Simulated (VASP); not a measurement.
HgTe (space group F-43m, No. 216): the geometry relaxed with VASP Kohn-Sham DFT of a periodic cell, PBEsol with D3(BJ), VASP PAW PBE potentials, recommended (VASP).

```
Hg Te
1.0
     6.43738    0.00000    0.00000
     0.00000    6.43738    0.00000
     0.00000    0.00000    6.43738
Hg Te
4 4
Direct
  0.00000 0.00000 0.00000
  0.00000 0.50000 0.50000
  0.50000 0.00000 0.50000
  0.50000 0.50000 0.00000
  0.25000 0.25000 0.25000
  0.25000 0.75000 0.75000
  0.75000 0.25000 0.75000
  0.75000 0.75000 0.25000
```

Describe how the polyhedra about Hg are linked (bonds: Hg–Te below 3.1 Å).

Hg: HgTe4 tetrahedron, sharing corners with twelve neighbours.

They form a three-dimensional framework of corner-sharing tetrahedra.

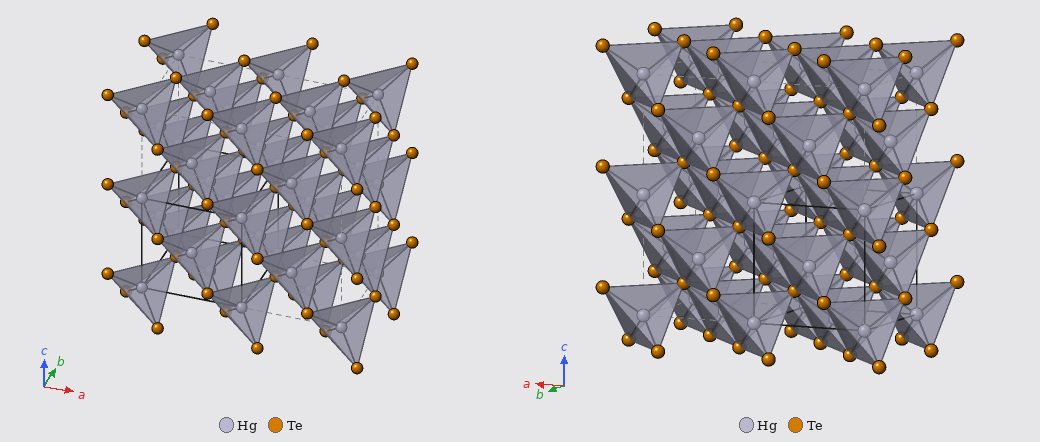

Polyhedra are drawn about Hg (bonds: Hg–Te below 3.1 Å); other atoms are plain spheres. Two views of the same piece.
